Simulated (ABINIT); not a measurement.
CeO₂: phonon calculation (part 3 of 3)

The same run, continued: CeO₂ (Fm-3m, 3 atoms in the cell); Kohn-Sham DFT of a periodic cell, LDA, JTH PAW LDA v2.0, spin-polarised (ABINIT 10.8.3); cutoff 517.02 eV, 4×4×4 k-mesh, fermi-dirac of 0.05 eV, collinear spins. The structure derives from an entry of the Crystallography Open Database.

Geometry of the input (Å; fractional positions):
```
0.0000  2.7037  2.7037
2.7037  0.0000  2.7037
2.7037  2.7037  0.0000
Ce 0.0000  0.0000  0.0000
O  0.7500  0.7500  0.7500
O  0.2500  0.2500  0.2500
```

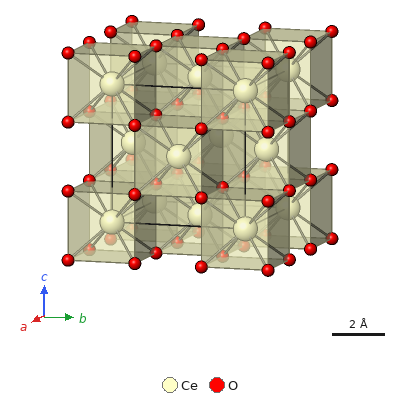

**Figure 1.** The structure (polyhedral view of the cell 4 times as large as that of the calculation, set on its symmetry axes, seen slightly off an axis; polyhedra are completed across the faces of the cell). An atom can appear more than once, as a periodic image.

Output, continued
```
 Eigenvalues (hartree) for nkpt=  10  k points, SPIN DOWN:
 kpt#   1, nband= 24, wtk=  0.09375, kpt= -0.1250 -0.2500  0.0000 (reduced coord)
  -0.93580   -0.39001   -0.32456   -0.28996   -0.27903   -0.22900    0.12515    0.12613
   0.14852    0.18607    0.23198    0.23251    0.32734    0.33101    0.33181    0.34186
   0.34445    0.34767    0.35036    0.48809    0.49278    0.54874    0.66153    0.67824
      occupation numbers for kpt#   1
   1.00000    1.00000    1.00000    1.00000    1.00000    1.00000    1.00000    1.00000
   1.00000    1.00000    1.00000    1.00000    0.00000    0.00000    0.00000    0.00000
   0.00000    0.00000    0.00000    0.00000    0.00000    0.00000    0.00000    0.00000
 prteigrs : prtvol=0 or 1, do not print more k-points.

--- !EnergyTerms
iteration_state     : {dtset: 1, }
comment             : Components of total free energy in Hartree
kinetic             :  2.52566293965889E+01
hartree             :  1.24360389936690E+01
xc                  : -1.21782536551267E+01
Ewald energy        : -6.35989592037879E+01
psp_core            :  3.27382264280535E+00
local_psp           : -4.74286538207426E+01
PAW spherical_terms :  1.02242382071568E+01
internal            : -7.20151374394372E+01
'-kT*entropy'       : -5.73450192762158E-11
total_energy        : -7.20151374394945E+01
total_energy_eV     : -1.95963172042349E+03
...

--- !EnergyTermsDC
iteration_state     : {dtset: 1, }
comment             : '"Double-counting" decomposition of free energy'
band_energy         : -2.67954382809920E+00
Ewald energy        : -6.35989592037879E+01
psp_core            :  3.27382264280535E+00
xc_dc               : -9.36896961070300E+00
PAW spherical_terms :  3.58513094728226E-01
internal            : -7.20151369050565E+01
'-kT*entropy'       : -5.73450192762158E-11
total_energy_dc     : -7.20151369051138E+01
total_energy_dc_eV  : -1.95963170588225E+03
...

--- !EnergyTermsWithPAWCore
iteration_state     : {dtset: 1, }
comment             : 'Components of total free energy, including PAW core contributions'
Total energy        : -9.00399018444935E+03
Total energy DC     : -9.00399018391497E+03
Total energy (eV)   : -2.45011054664073E+05
Total energy DC (eV): -2.45011054649532E+05
...

 Cartesian components of stress tensor (hartree/bohr^3)
  sigma(1 1)=  8.48552253E-05  sigma(3 2)=  0.00000000E+00
  sigma(2 2)=  8.48552253E-05  sigma(3 1)=  0.00000000E+00
  sigma(3 3)=  8.48552253E-05  sigma(2 1)=  0.00000000E+00

-Cartesian components of stress tensor (GPa)         [Pressure= -2.4965E+00 GPa]
- sigma(1 1)=  2.49652692E+00  sigma(3 2)=  0.00000000E+00
- sigma(2 2)=  2.49652692E+00  sigma(3 1)=  0.00000000E+00
- sigma(3 3)=  2.49652692E+00  sigma(2 1)=  0.00000000E+00

================================================================================
== DATASET  2 ==================================================================

--- !DatasetInfo
iteration_state: {dtset: 2, }
dimensions: {natom: 3, nkpt: 128, mband: 24, nsppol: 2, nspinor: 1, nspden: 2, mpw: 1064, }
cutoff_energies: {ecut:  19.0, pawecutdg:  38.0, }
electrons: {nelect:   2.40000000E+01, charge:   0.00000000E+00, occopt:   3.00000000E+00, tsmear:   1.83746611E-03, }
meta: {optdriver: 1, rfphon: 1, }
...

 mkfilename : getwfk/=0, take file _WFK from output of DATASET   1.

 Exchange-correlation functional for the present dataset will be:
  LDA: Perdew-Wang 92 LSD fit to Ceperley-Alder data - ixc=7
  J.P.Perdew and Y.Wang, PRB 45, 13244 (1992)

 Real(R)+Recip(G) space primitive vectors, cartesian coordinates (Bohr,Bohr^-1):
 R(1)=  0.0000000  5.1091580  5.1091580  G(1)= -0.0978635  0.0978635  0.0978635
 R(2)=  5.1091580  0.0000000  5.1091580  G(2)=  0.0978635 -0.0978635  0.0978635
 R(3)=  5.1091580  5.1091580  0.0000000  G(3)=  0.0978635  0.0978635 -0.0978635
 Unit cell volume ucvol=  2.6673377E+02 bohr^3
 Angles (23,13,12)=  6.00000000E+01  6.00000000E+01  6.00000000E+01 degrees
 setup1 : take into account q-point for computing boxcut.

 Coarse grid specifications (used for wave-functions):

 getcut: wavevector=  0.0000  0.0000  0.0000  ngfft=  30  30  30
         ecut(hartree)=     19.000   => boxcut(ratio)=   2.11835

 Fine grid specifications (used for densities):

 getcut: wavevector=  0.0000  0.0000  0.0000  ngfft=  45  45  45
         ecut(hartree)=     38.000   => boxcut(ratio)=   2.19448
--------------------------------------------------------------------------------

 ==>  initialize data related to q vector <==

 The list of irreducible perturbations for this q vector is:
    1)    idir= 1    ipert=   1
    2)    idir= 1    ipert=   2

================================================================================

 The perturbation idir=   2  ipert=   1 is
 symmetric of a previously calculated perturbation.
 So, its SCF calculation is not needed.

 The perturbation idir=   3  ipert=   1 is
 symmetric of a previously calculated perturbation.
 So, its SCF calculation is not needed.

 The perturbation idir=   2  ipert=   2 is
 symmetric of a previously calculated perturbation.
 So, its SCF calculation is not needed.

 The perturbation idir=   3  ipert=   2 is
 symmetric of a previously calculated perturbation.
 So, its SCF calculation is not needed.

 The perturbation idir=   1  ipert=   3 is
 symmetric of a previously calculated perturbation.
 So, its SCF calculation is not needed.

 The perturbation idir=   2  ipert=   3 is
 symmetric of a previously calculated perturbation.
 So, its SCF calculation is not needed.

 The perturbation idir=   3  ipert=   3 is
 symmetric of a previously calculated perturbation.
 So, its SCF calculation is not needed.

--------------------------------------------------------------------------------
 Perturbation wavevector (in red.coord.)   0.000000  0.000000  0.000000
 Perturbation : displacement of atom   1   along direction   1
 Found     4 symmetries that leave the perturbation invariant.
 symkpt : the number of k-points, thanks to the symmetries,
 is reduced to    40 .

--------------------------------------------------------------------------------

--------------------------------------------------------------------------------

 dfpt_looppert : total number of electrons, from k and k+q
  fully or partially occupied states are    2.400000E+01 and    2.400000E+01.
 Initialisation of the first-order wave-functions :
  ireadwf=   0

--- !BeginCycle
iteration_state: {dtset: 2, }
solver: {iscf: 7, nstep: 80, nline: 4, wfoptalg: 10, }
tolerances: {tolvrs: 1.00E-08, }
...

     iter   2DEtotal(Ha)        deltaE(Ha) residm    vres2    difmagsph maxmagsph
-ETOT  1   474.78971733255     -2.546E+02 3.766E+01 5.043E+06 3.946E-05 3.946E-05
 ETOT  2   16.937039622984     -4.579E+02 6.368E+00 1.611E+05 6.814E-05 3.193E-05
 ETOT  3   4.6366112393687     -1.230E+01 1.607E+00 5.672E+03 1.753E-05 1.894E-05
 ETOT  4   4.3610987693535     -2.755E-01 9.207E-02 1.382E+02 1.343E-05 2.459E-05
 ETOT  5   4.3574350749462     -3.664E-03 2.506E-02 2.486E+01 2.236E-06 2.683E-05
 ETOT  6   4.3558103320362     -1.625E-03 3.450E-03 1.461E+01 8.404E-07 2.610E-05
 ETOT  7   4.3532581372197     -2.552E-03 1.818E-03 4.451E-01 8.043E-07 2.690E-05
 ETOT  8   4.3531956372725     -6.250E-05 4.138E-04 1.374E-01 1.299E-06 2.560E-05
 ETOT  9   4.3531678357164     -2.780E-05 2.078E-04 1.595E-03 2.390E-07 2.584E-05
 ETOT 10   4.3531675228863     -3.128E-07 4.860E-05 3.726E-05 1.260E-07 2.572E-05
 ETOT 11   4.3531675190032     -3.883E-09 2.386E-05 2.602E-06 7.550E-08 2.569E-05
 ETOT 12   4.3531675201237      1.120E-09 5.603E-06 4.318E-06 4.811E-08 2.566E-05
 ETOT 13   4.3531675193583     -7.655E-10 2.751E-06 8.883E-08 1.985E-08 2.566E-05
 ETOT 14   4.3531675193179     -4.036E-11 6.473E-07 6.180E-09 8.418E-09 2.566E-05

 At SCF step   14       vres2   =  6.18E-09 < tolvrs=  1.00E-08 =>converged.
 Integrated electronic and magnetization densities in atomic spheres:
 ------------------------------------------------------------------------------------------------------------
 Radius=ratsph(iatom), smearing ratsm=  0.0000. Diff(up-dn)=approximate z local magnetic moment.
    Atom    Radius    up_density   dn_density  Total(up+dn)  Diff(up-dn)
    1 Ce   2.50512     0.000013    -0.000013     -0.000001     0.000026
    2  O   1.41465    -0.000010     0.000009     -0.000001    -0.000020
    3  O   1.41465    -0.000010     0.000009     -0.000001    -0.000020
 ------------------------------------------------------------------------------------------------------------
  Sum:                -0.000008     0.000006     -0.000002    -0.000014
 Total magnetization (from the atomic spheres):               -0.000014
 Total magnetization (exact up - dn):                         -0.000000

================================================================================

 ----iterations are completed or convergence reached----

 Mean square residual over all n,k,spin=   12.579E-10; max=  64.733E-08

 2DEtotal=    0.4353167519E+01 Ha. Also 2DEtotal=    0.118455722762E+03 eV
    (2DErelax=   -7.2501646337E+02 Ha. 2DEnonrelax=    7.2936963089E+02 Ha)
    (  non-var. 2DEtotal :    4.3536663428E+00 Ha)

--------------------------------------------------------------------------------
 Perturbation wavevector (in red.coord.)   0.000000  0.000000  0.000000
 Perturbation : displacement of atom   2   along direction   1
 Found     2 symmetries that leave the perturbation invariant.
 symkpt : the number of k-points, thanks to the symmetries,
 is reduced to    72 .

--------------------------------------------------------------------------------

--------------------------------------------------------------------------------

 dfpt_looppert : total number of electrons, from k and k+q
  fully or partially occupied states are    2.400000E+01 and    2.400000E+01.
 Initialisation of the first-order wave-functions :
  ireadwf=   0

--- !BeginCycle
iteration_state: {dtset: 2, }
solver: {iscf: 7, nstep: 80, nline: 4, wfoptalg: 10, }
tolerances: {tolvrs: 1.00E-08, }
...

     iter   2DEtotal(Ha)        deltaE(Ha) residm    vres2    difmagsph maxmagsph
-ETOT  1   386.18894486632     -6.074E+02 3.203E+01 3.876E+06 3.356E-03 3.356E-03
 ETOT  2   23.954331531624     -3.622E+02 6.447E+00 2.682E+05 3.247E-03 4.396E-04
 ETOT  3   4.6926070225321     -1.926E+01 1.626E+00 6.845E+03 3.127E-04 2.479E-04
 ETOT  4   4.2727187875684     -4.199E-01 6.076E-01 8.229E+01 1.160E-04 1.319E-04
 ETOT  5   4.2711783310441     -1.540E-03 2.871E-02 1.687E+01 1.137E-04 5.431E-05
 ETOT  6   4.2725047160381      1.326E-03 5.122E-02 2.210E+01 2.256E-05 4.138E-05
 ETOT  7   4.2687306886932     -3.774E-03 1.726E-03 2.893E+00 2.190E-05 3.573E-05
 ETOT  8   4.2682345855707     -4.961E-04 4.451E-03 1.984E-01 1.267E-05 4.840E-05
 ETOT  9   4.2682044774073     -3.011E-05 1.310E-04 1.460E-02 1.851E-05 6.382E-05
 ETOT 10   4.2682025325099     -1.945E-06 4.293E-04 2.536E-03 9.906E-06 7.121E-05
 ETOT 11   4.2682021417366     -3.908E-07 1.042E-05 1.300E-04 4.030E-06 7.400E-05
 ETOT 12   4.2682021158228     -2.591E-08 4.275E-05 1.771E-06 3.319E-06 7.625E-05
 ETOT 13   4.2682021156267     -1.961E-10 9.978E-07 7.906E-07 1.934E-06 7.755E-05
 ETOT 14   4.2682021155428     -8.390E-11 4.365E-06 3.458E-07 1.289E-06 7.840E-05
 ETOT 15   4.2682021154875     -5.525E-11 1.025E-07 6.612E-10 1.406E-07 7.848E-05

 At SCF step   15       vres2   =  6.61E-10 < tolvrs=  1.00E-08 =>converged.
 Integrated electronic and magnetization densities in atomic spheres:
 ------------------------------------------------------------------------------------------------------------
 Radius=ratsph(iatom), smearing ratsm=  0.0000. Diff(up-dn)=approximate z local magnetic moment.
    Atom    Radius    up_density   dn_density  Total(up+dn)  Diff(up-dn)
    1 Ce   2.50512     0.000017    -0.000017      0.000000     0.000035
    2  O   1.41465    -0.000038     0.000040      0.000002    -0.000078
    3  O   1.41465     0.000005    -0.000006     -0.000001     0.000012
 ------------------------------------------------------------------------------------------------------------
  Sum:                -0.000015     0.000017      0.000002    -0.000032
 Total magnetization (from the atomic spheres):               -0.000032
 Total magnetization (exact up - dn):                         -0.000000

================================================================================

 ----iterations are completed or convergence reached----

 Mean square residual over all n,k,spin=   48.817E-11; max=  10.251E-08

 2DEtotal=    0.4268202115E+01 Ha. Also 2DEtotal=    0.116143696340E+03 eV
    (2DErelax=   -9.8934480069E+02 Ha. 2DEnonrelax=    9.9361300281E+02 Ha)
    (  non-var. 2DEtotal :    4.2675832717E+00 Ha)

================================================================================

 ---- first-order wavefunction calculations are completed ----

 ==> Compute Derivative Database <==

  Dynamical matrix, in cartesian coordinates,
   if specified in the inputs, asr has been imposed
     j1       j2             matrix element
  dir pert dir pert     real part    imaginary part

   1    1   1    1         0.0834518984        -0.0000000000
   1    1   1    2        -0.0417259492         0.0000000000
   1    1   1    3        -0.0417259492        -0.0000000000

   2    1   2    1         0.0834518984        -0.0000000000
   2    1   2    2        -0.0417259492         0.0000000000
   2    1   2    3        -0.0417259492        -0.0000000000

   3    1   3    1         0.0834518984        -0.0000000000
   3    1   3    2        -0.0417259492         0.0000000000
   3    1   3    3        -0.0417259492        -0.0000000000

   1    2   1    1        -0.0417246206        -0.0000000000
   1    2   1    2         0.0787405267         0.0000000000
   1    2   1    3        -0.0370159060         0.0000000000

   2    2   2    1        -0.0417246206        -0.0000000000
   2    2   2    2         0.0787405267         0.0000000000
   2    2   2    3        -0.0370159060         0.0000000000

   3    2   3    1        -0.0417246206        -0.0000000000
   3    2   3    2         0.0787405267         0.0000000000
   3    2   3    3        -0.0370159060         0.0000000000

   1    3   1    1        -0.0417246206         0.0000000000
   1    3   1    2        -0.0370159060         0.0000000000
   1    3   1    3         0.0787405267        -0.0000000000

   2    3   2    1        -0.0417246206         0.0000000000
   2    3   2    2        -0.0370159060         0.0000000000
   2    3   2    3         0.0787405267        -0.0000000000

   3    3   3    1        -0.0417246206         0.0000000000
   3    3   3    2        -0.0370159060         0.0000000000
   3    3   3    3         0.0787405267        -0.0000000000

  Phonon wavevector (reduced coordinates) :  0.00000  0.00000  0.00000
 Phonon energies in Hartree :
   0.000000E+00  0.000000E+00  0.000000E+00  1.325657E-03  1.325657E-03
   1.325657E-03  1.992235E-03  1.992235E-03  1.992235E-03
 Phonon frequencies in cm-1    :
   0.000000E+00  0.000000E+00  0.000000E+00  2.909480E+02  2.909480E+02
   2.909480E+02  4.372451E+02  4.372451E+02  4.372451E+02

== END DATASET(S) ==============================================================
================================================================================

 -outvars: echo values of variables after computation  --------
            acell      1.8897261259E+00  1.8897261259E+00  1.8897261259E+00 Bohr
           etotal1    -7.2015136905E+01
           etotal2     4.2682021155E+00
            fcart1    -0.0000000000E+00 -0.0000000000E+00 -0.0000000000E+00
                      -0.0000000000E+00 -0.0000000000E+00 -0.0000000000E+00
                      -0.0000000000E+00 -0.0000000000E+00 -0.0000000000E+00
            fcart2     0.0000000000E+00  0.0000000000E+00  0.0000000000E+00
                       0.0000000000E+00  0.0000000000E+00  0.0000000000E+00
                       0.0000000000E+00  0.0000000000E+00  0.0000000000E+00
            rprim      0.0000000000E+00  2.7036500000E+00  2.7036500000E+00
                       2.7036500000E+00  0.0000000000E+00  2.7036500000E+00
                       2.7036500000E+00  2.7036500000E+00  0.0000000000E+00
           strten1     8.4855225339E-05  8.4855225339E-05  8.4855225339E-05
                       0.0000000000E+00  0.0000000000E+00  0.0000000000E+00
           strten2     0.0000000000E+00  0.0000000000E+00  0.0000000000E+00
                       0.0000000000E+00  0.0000000000E+00  0.0000000000E+00
           xangst      0.0000000000E+00  0.0000000000E+00  0.0000000000E+00
                       4.0554750000E+00  4.0554750000E+00  4.0554750000E+00
                       1.3518250000E+00  1.3518250000E+00  1.3518250000E+00
             xred      0.0000000000E+00  0.0000000000E+00  0.0000000000E+00
                       7.5000000000E-01  7.5000000000E-01  7.5000000000E-01
                       2.5000000000E-01  2.5000000000E-01  2.5000000000E-01
 Calculation completed.
```

Results in brief

| quantity | value |
| --- | --- |
| outcome | converged |
| space group (tolerance 0.01 Å) | Fm-3m (225) |
| electrons treated | 24 |
| free energy | −1959.6317 eV |
| Fermi energy | 7.694 eV |
| net moment of the cell | 0.00 μB |
| pressure | −2.50 GPa |
| largest force (length of the vector) | under 0.001 eV/Å |
| wall time | 94 s (CPU time 6.2 min) |
| peak memory | 1 GiB |

Points of doubt noted for this run: k mesh coarse for metal response. The k-point mesh is coarse for a cell of this size, so the results may not be converged.
